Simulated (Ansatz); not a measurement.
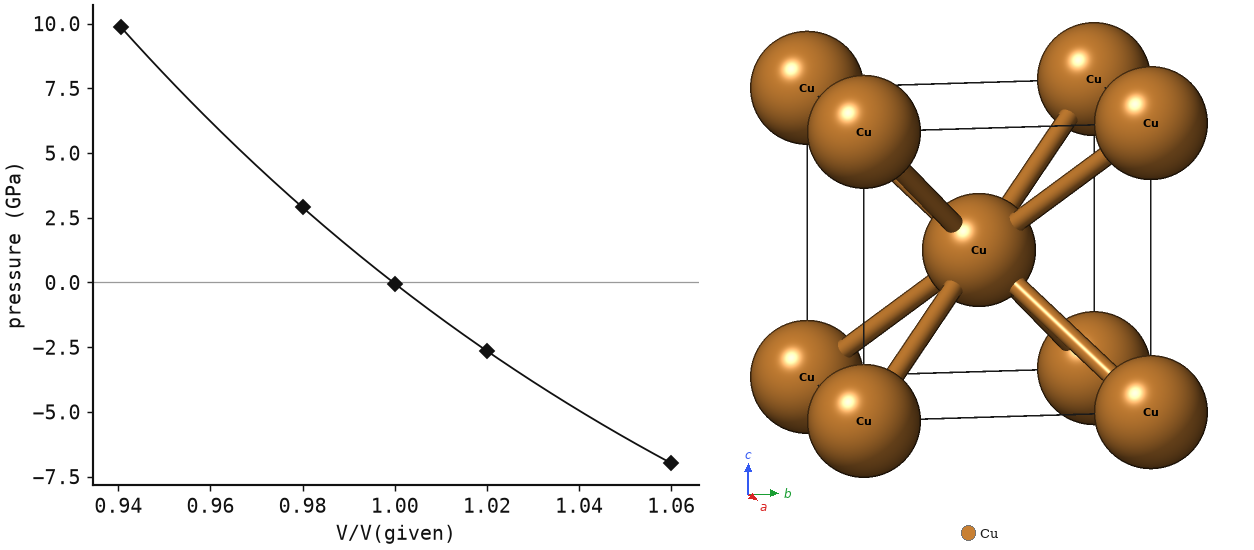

The plot gives the computed pressure against V/V(given) for Cu, space group Im-3m (No. 229). The conventional cell is drawn beside the plot.

The given structure:
```xyz
1
Lattice="-1.4426 1.4426 1.4426 1.4426 -1.4426 1.4426 1.4426 1.4426 -1.4426" Properties=species:S:1:pos:R:3 pbc="T T T"
Cu    0.0000    0.0000    0.0000
```

Method: periodic Kohn-Sham DFT of a crystal at fixed atoms, scaled to the stated factor times the given cell; pressure positive in compression (Ansatz 0.2.0). Level: PBE.

```json
{"setting": "method", "value": "frozen-core PAW"}
{"setting": "relativity", "value": "scalar"}
{"setting": "k mesh", "value": "16×16×16"}
{"setting": "occupations", "value": "Fermi–Dirac"}
{"setting": "smearing width", "value": "0.08 eV"}
{"setting": "wave cutoff", "value": "420 eV"}
{"setting": "PAW set", "value": "soft_2"}
```

V(given) is 12.01 Å³/atom.

What does the pressure do across the range?

Answer. It falls from 9.9 GPa at V/V(given) 0.941 to −7.0 GPa at 1.060, and changes sign near 1.000.

What does the calculation give for the volume at zero pressure from a fit of the pressures?

Answer. 12 Å³/atom.

What does the calculation give for the bulk modulus from that fit?

Answer. 140 GPa.
